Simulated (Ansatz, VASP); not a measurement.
# InAs in two plane-wave programs

One calculation is typed for both programs; each brings its own data sets and cutoff. How far apart do they land?

Main program and level: Ansatz 0.2.0; plane waves, with VASP 6.6.1 beside it; zone-centre phonons at r2SCAN and relaxation of cell and atoms at r2SCAN with rVV10.

### Step 1. Starting point

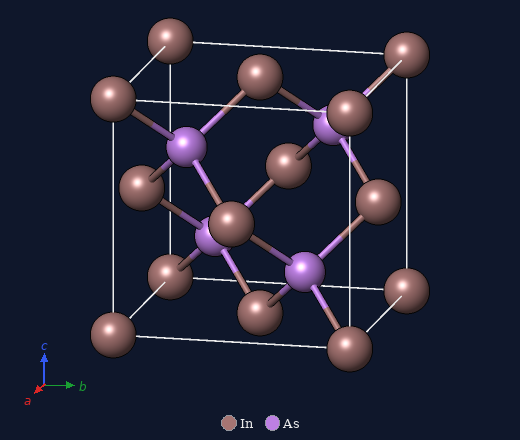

The cell as given, slightly off an axis (indium brown, arsenic purple). This picture shows the conventional cell, with its axes. Bonds to atoms that aren't drawn are left out. Some periodic images of atoms are drawn too.

Structure file:

```xyz
2
Lattice="0.0000 3.0548 3.0548 3.0548 0.0000 3.0548 3.0548 3.0548 0.0000" Properties=species:S:1:pos:R:3 pbc="T T T"
In    0.0000    0.0000    0.0000
As    4.5822    4.5822    4.5822
```

### Step 2. VASP: zone-centre phonons, r2SCAN

Second derivatives magnify differences that forces hide, and they need a tight electronic threshold.

Lines of VASP's logs that name or quote its potential files are left out, and so is its time.

The input, INCAR:

```
SYSTEM = InAs
PREC = Accurate
ENCUT = 450
EDIFF = 1E-08
NELM = 100
ISMEAR = 0
SIGMA = 0.05
LREAL = .FALSE.
ALGO = Normal
METAGGA = R2SCAN
LASPH = .TRUE.
NBANDS = 15
LORBIT = 11
LWAVE = .FALSE.
LCHARG = .FALSE.
KPAR = 8
IBRION = 6
NFREE = 2
POTIM = 0.015
NSW = 1
ISIF = 2
```

The input, POSCAR:

```
InAs
1.0
    0.0000000000      3.0548256155      3.0548256155
    3.0548256155      0.0000000000      3.0548256155
    3.0548256155      3.0548256155      0.0000000000
In As
1 1
Direct
    0.0000000000      0.0000000000      0.0000000000
    0.7500000000      0.7500000000      0.7500000000
```

The input, KPOINTS:

```
Automatic mesh
0
Gamma
10 10 10
0 0 0
```

Potentials, in the order of the species: In_d and As (PBE family, release 64).

On the command line:

```console
$ mpirun -np 8 vasp_std
```

Numbers of over 12 decimals in the logs are rounded to 6 here.

What it wrote:

```text
[banner, memory and clock lines left out]
running    8 mpi-ranks, on    1 nodes
 distrk:  each k-point on    1 cores,    8 groups
 distr:  one band on    1 cores,    1 groups

 POSCAR found type information on POSCAR InAs
 POSCAR found :  2 types and       2 ions
|                                                                             |
|           W    W    AA    RRRRR   N    N  II  N    N   GGGG   !!!           |
|           W    W   A  A   R    R  NN   N  II  NN   N  G    G  !!!           |
|           W    W  A    A  R    R  N N  N  II  N N  N  G       !!!           |
|           W WW W  AAAAAA  RRRRR   N  N N  II  N  N N  G  GGG   !            |
|           WW  WW  A    A  R   R   N   NN  II  N   NN  G    G                |
|           W    W  A    A  R    R  N    N  II  N    N   GGGG   !!!           |
|                                                                             |
|     For optimal performance we recommend to set                             |
|       NCORE = 2 up to number-of-cores-per-socket                            |
|     NCORE specifies how many cores store one orbital (NPAR=cpu/NCORE).      |
|     This setting can greatly improve the performance of VASP for DFT.       |
|     The default, NCORE=1 might be grossly inefficient on modern             |
|     multi-core architectures or massively parallel machines. Do your        |
|     Unfortunately you need to use the default for GW and RPA                |
|     calculations (for HF NCORE is supported but not extensively tested      |
|     yet).                                                                   |
|                                                                             |

|                                                                             |
|               ----> ADVICE to this user running VASP <----                  |
|                                                                             |
|     You enforced a specific xc type in the INCAR file but a different       |
|     [... a line on the potential file left out ...]
|     I HOPE YOU KNOW WHAT YOU ARE DOING!                                     |
|                                                                             |

 LDA part: xc-table for (None), standard interpolation
 POSCAR, INCAR and KPOINTS ok, starting setup
 FFT: planning ... GRIDC
 FFT: planning ... GRID_SOFT
 FFT: planning ... GRID
 WAVECAR not read
 entering main loop
       N       E                     dE             d eps       ncg     rms          rms(c)
DAV:   1     0.777053695799E+02    0.77705E+02   -0.77794E+03  1425   0.119E+03
DAV:   2    -0.338023653384E+02   -0.11151E+03   -0.10731E+03  1536   0.296E+02
DAV:   3    -0.412471978486E+02   -0.74448E+01   -0.74082E+01  1844   0.790E+01
DAV:   4    -0.414512115520E+02   -0.20401E+00   -0.20395E+00  1769   0.145E+01
DAV:   5    -0.414612598906E+02   -0.10048E-01   -0.10048E-01  2170   0.259E+00    0.591E+00
DAV:   6    -0.380682815412E+02    0.33930E+01   -0.15520E+00  1732   0.281E+01    0.291E+00
DAV:   7    -0.380515116821E+02    0.16770E-01   -0.21718E-01  1606   0.373E+00    0.176E+00
DAV:   8    -0.380593161397E+02   -0.78045E-02   -0.18751E-02  1844   0.124E+00    0.696E-01
DAV:   9    -0.380606457911E+02   -0.13297E-02   -0.18210E-03  1953   0.355E-01    0.202E-01
DAV:  10    -0.380606751081E+02   -0.29317E-04   -0.18511E-04  1908   0.132E-01    0.175E-01
DAV:  11    -0.380607095137E+02   -0.34406E-04   -0.82986E-05  1690   0.145E-01    0.409E-02
DAV:  12    -0.380606995537E+02    0.99600E-05   -0.20612E-05  1757   0.378E-02    0.402E-02
DAV:  13    -0.380606994677E+02    0.86013E-07   -0.48688E-06  1762   0.170E-02    0.137E-02
DAV:  14    -0.380607001016E+02   -0.63390E-06   -0.16068E-06  1847   0.217E-02    0.229E-02
DAV:  15    -0.380606999809E+02    0.12070E-06   -0.13950E-07  2194   0.677E-03    0.122E-02
DAV:  16    -0.380606999206E+02    0.60283E-07   -0.60785E-08  1781   0.450E-03    0.258E-03
DAV:  17    -0.380606999963E+02   -0.75735E-07   -0.23160E-08  1632   0.135E-03    0.238E-04
DAV:  18    -0.380606999956E+02    0.75397E-09   -0.20018E-09   866   0.378E-04
   1 F= -.38060700E+02 E0= -.38060675E+02  d E =-.504054E-04
[...]
2 F= -.38059865E+02 E0= -.38059839E+02  d E =-.528403E-04
[...]
3 F= -.38059866E+02 E0= -.38059840E+02  d E =-.528383E-04
[...]
4 F= -.38059876E+02 E0= -.38059850E+02  d E =-.528382E-04
 Finite differences progress:
  Degree of freedom:   2/  2
  Displacement:        1/  2
  Total:               3/  4
 bond charge predicted
       N       E                     dE             d eps       ncg     rms          rms(c)
DAV:   1    -0.380579980701E+02    0.18784E-02   -0.26758E-01  5151   0.223E+00    0.211E-01
DAV:   2    -0.380598332205E+02   -0.18352E-02   -0.10432E-02  6397   0.674E-01    0.723E-02
DAV:   3    -0.380598562478E+02   -0.23027E-04   -0.17146E-04  6173   0.140E-01    0.280E-02
DAV:   4    -0.380598735388E+02   -0.17291E-04   -0.44395E-05  7697   0.658E-02    0.144E-02
DAV:   5    -0.380598755971E+02   -0.20582E-05   -0.45225E-06  6166   0.169E-02    0.368E-03
DAV:   6    -0.380598757300E+02   -0.13293E-06   -0.29858E-07  6937   0.408E-03    0.243E-03
DAV:   7    -0.380598757695E+02   -0.39523E-07   -0.48783E-08  6237   0.211E-03    0.243E-04
DAV:   8    -0.380598757657E+02    0.37776E-08   -0.33594E-09  4084   0.588E-04
   5 F= -.38059876E+02 E0= -.38059849E+02  d E =-.528381E-04
 Finite differences progress:
  Degree of freedom:   2/  2
  Displacement:        2/  2
  Total:               4/  4
```

OUTCAR, selected parts (step 2):

```text
ion  position               nearest neighbor table
   1  0.000  0.000  0.000-   2 2.65   2 2.65   2 2.65   2 2.65
   2  0.750  0.750  0.750-   1 2.65   1 2.65   1 2.65   1 2.65

  LATTYP: Found a face centered cubic cell.
 ALAT       =     6.1096512310

 Subroutine GETGRP returns: Found 24 space group operations
 (whereof 24 operations were pure point group operations)

The static configuration has the point symmetry T_d .

 Found     47 irreducible k-points:

   k-points           NKPTS =     47   k-points in BZ     NKDIM =     47   number of bands    NBANDS=     15

   dimension x,y,z NGX =    30 NGY =   30 NGZ =   30
   dimension x,y,z NGXF=    60 NGYF=   60 NGZF=   60

   ENCUT  =  450.0 eV  33.07 Ry    5.75 a.u.   7.47  7.47  7.47*2*pi/ulx,y,z

   NELECT =      18.0000    total number of electrons

 k-points in reciprocal lattice and weights: Automatic mesh
   0.00000000  0.00000000  0.00000000       0.001
   0.10000000  0.00000000  0.00000000       0.008
   0.20000000  0.00000000  0.00000000       0.008
   0.30000000  0.00000000  0.00000000       0.008
   0.40000000  0.00000000  0.00000000       0.008
   0.50000000  0.00000000  0.00000000       0.004
   0.10000000  0.10000000  0.00000000       0.006
   0.20000000  0.10000000  0.00000000       0.024
   0.30000000  0.10000000  0.00000000       0.024
[...]
-0.30000000  0.40000000  0.20000000       0.024
  -0.30000000  0.50000000  0.20000000       0.012

 average (electrostatic) potential at core
       1-102.4786       2 -54.4307

 E-fermi :   4.0209

 k-point     1 :       0.0000    0.0000    0.0000
  band No.  band energies     occupation
    ...
      6      -8.1355      2.00000
      7       3.9331      1.98698
      8       3.9635      1.89559
      9       3.9928      1.57439
     10       4.0424      0.54313
     11       8.1992      0.00000
     12       8.2198      0.00000
     13       8.2420      0.00000
     14      11.9135      0.00000
     15      14.0601      0.00000

 k-point     2 :       0.1000    0.0000    0.0000
  band No.  band energies     occupation
    ...
      5     -10.6945      2.00000
      6      -8.0319      2.00000
      7       2.5590      2.00000
      8       3.8106      2.00000
      9       3.8520      2.00000
     10       5.1141      0.00000
     11       8.2634      0.00000
     12       8.3959      0.00000
     13       8.4291      0.00000
     14      12.5088      0.00000
    ...

 k-point     3 :       0.2000    0.0000    0.0000
  band No.  band energies     occupation
    ...
      5     -10.6940      2.00000
      6      -7.7385      2.00000
      7       1.0494      2.00000
      8       3.5310      2.00000
      9       3.5751      2.00000
     10       5.4982      0.00000
     11       8.7571      0.00000
     12       8.8095      0.00000
     13       8.8956      0.00000
     14      12.9302      0.00000
    ...

  Total        0.0025503      0.0042482      0.0042482      0.0000000     -0.1094596      0.0000000
  in kB        0.0716650      0.1193792      0.1193792      0.0000000     -3.0759220      0.0000000
  external PRESSURE =       0.1034744 kB  Pullay stress =       0.0000000 kB

  energy-cutoff  :      450.00
  volume of cell :       57.02
      direct lattice vectors                 reciprocal lattice vectors
     0.000000000  3.054825615  3.054825615    -0.163675464  0.163675464  0.163675464
     3.054825615  0.000000000  3.054825615     0.163675464 -0.163675464  0.163675464
     3.054825615  3.054825615  0.000000000     0.163675464  0.163675464 -0.163675464

 POSITION                                       TOTAL-FORCE (eV/Angst)
 -----------------------------------------------------------------------------------
      0.00000      0.00000      0.00000        -0.109974      0.000000      0.000000
      4.56724      4.58224      4.58224         0.109974      0.000000      0.000000
 -----------------------------------------------------------------------------------
    total drift:                               -0.000029     -0.000006     -0.000006

  FREE ENERGIE OF THE ION-ELECTRON SYSTEM (eV)
  ---------------------------------------------------
  free  energy   TOTEN  =       -38.0598757657 eV

  energy  without entropy=      -38.0598229276  energy(sigma->0) =      -38.05984935

 Eigenvectors and eigenvalues of the dynamical matrix
 ----------------------------------------------------

   1 f  =    6.292999 THz    39.540082 2PiTHz  209.911867 cm-1    26.025743 meV
             X         Y         Z           dx          dy          dz
      0.000000  0.000000  0.000000     0.000000    0.629273    0.000000
      4.582238  4.582238  4.582238    -0.000000   -0.777184    0.000000

   2 f  =    6.292999 THz    39.540082 2PiTHz  209.911867 cm-1    26.025743 meV
             X         Y         Z           dx          dy          dz
      0.000000  0.000000  0.000000     0.000000    0.000000   -0.629273
      4.582238  4.582238  4.582238     0.000000    0.000000    0.777184

   3 f  =    6.292999 THz    39.540082 2PiTHz  209.911867 cm-1    26.025743 meV
             X         Y         Z           dx          dy          dz
      0.000000  0.000000  0.000000    -0.629273    0.000000    0.000000
      4.582238  4.582238  4.582238     0.777184   -0.000000    0.000000

   4 f/i=    0.007219 THz     0.045358 2PiTHz    0.240797 cm-1     0.029855 meV
             X         Y         Z           dx          dy          dz
      0.000000  0.000000  0.000000     0.777112   -0.006382   -0.008480
      4.582238  4.582238  4.582238     0.629214   -0.005167   -0.006866

   5 f/i=    0.007219 THz     0.045358 2PiTHz    0.240797 cm-1     0.029855 meV
             X         Y         Z           dx          dy          dz
      0.000000  0.000000  0.000000     0.010189    0.274923    0.726863
      4.582238  4.582238  4.582238     0.008250    0.222600    0.588528

   6 f/i=    0.007219 THz     0.045358 2PiTHz    0.240797 cm-1     0.029855 meV
             X         Y         Z           dx          dy          dz
      0.000000  0.000000  0.000000     0.002969    0.726906   -0.274981
      4.582238  4.582238  4.582238     0.002404    0.588563   -0.222647

 ELASTIC MODULI CONTR FROM IONIC RELAXATION (kBar)
 Direction    XX          YY          ZZ          XY          YZ          ZX
 --------------------------------------------------------------------------------
 XX          -0.0000      0.0000      0.0000      0.0000     -0.0000     -0.0000
 YY          -0.0000     -0.0000      0.0000     -0.0000     -0.0000      0.0000
 ZZ           0.0000      0.0000     -0.0000     -0.0000      0.0000     -0.0000
 XY           0.0000     -0.0000     -0.0000   -203.2257      0.0000     -0.0000
 YZ          -0.0000     -0.0000      0.0000      0.0000   -203.2257     -0.0000
 ZX          -0.0000      0.0000     -0.0000     -0.0000     -0.0000   -203.2257
 --------------------------------------------------------------------------------

 total charge
# of ion       s       p       d       tot
------------------------------------------
    1        0.834   0.734   9.888  11.456
    2        1.215   1.596   0.021   2.832
--------------------------------------------------
tot          2.048   2.331   9.909  14.288

[... 3 further parts left out ...]
```

CONTCAR:

```
InAs
   1.00000000000000
     0.0000000000000000    3.0548256155000000    3.0548256155000000
     3.0548256155000000    0.0000000000000000    3.0548256155000000
     3.0548256155000000    3.0548256155000000    0.0000000000000000
  In              As
     1     1
Direct
     0.0000000000000000    0.0000000000000000    0.0000000000000000
     0.7524551319597247    0.7475448680402753    0.7475448680402752
```

(Part 1 of 2 ends here.)

[Lines on the potential files, build, host, timing and source positions are cut from VASP's logs without a mark.]

[Logs are printed without paths, hosts, clocks, repeated set-up lines and the standing remarks that a program may print on its own settings, such as how far it seeks lower states.]

[Hosts, paths, dates, database ids (printed as entryN), source tags and the programs' standing remarks are cut or masked in the printed files.]
